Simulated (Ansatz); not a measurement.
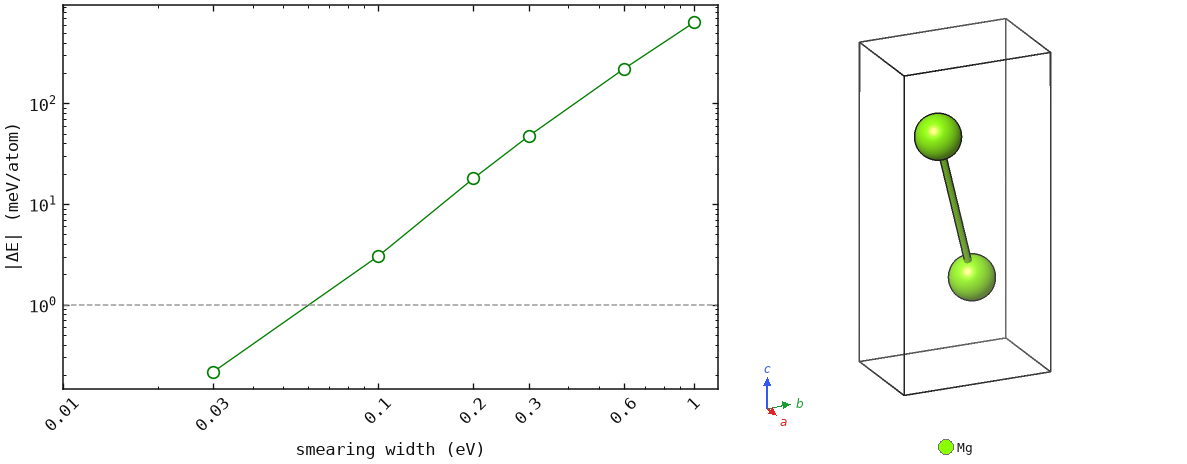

Beside the plot: the structure in its conventional cell.

Scan of the smearing width.
- system: Mg (P6_3/mmc, 2 atoms in the cell)
- method: DFT, r2SCAN, plane waves (500 eV) with PAW, scalar-relativistic (Ansatz 0.2.0); 11×11×6 k-mesh, Fermi–Dirac smearing
ΔE is the free energy less its value at the smallest setting, 0.01 eV.
Dashed lines or grey bands mark the tolerance: 1 meV/atom.
On logarithmic panels, open markers lie below the reference value and filled ones above.

Q: From which setting is the free energy converged to 1 meV/atom?

A: The free energy is within 1 meV/atom of the smallest setting's value from 0.03 eV down. It is off by 640 meV/atom at 1 eV, 48 meV/atom at 0.3 eV and 3 meV/atom at 0.1 eV (always below it). The free energy falls with the width because it holds the −TS term of the fractional occupations.
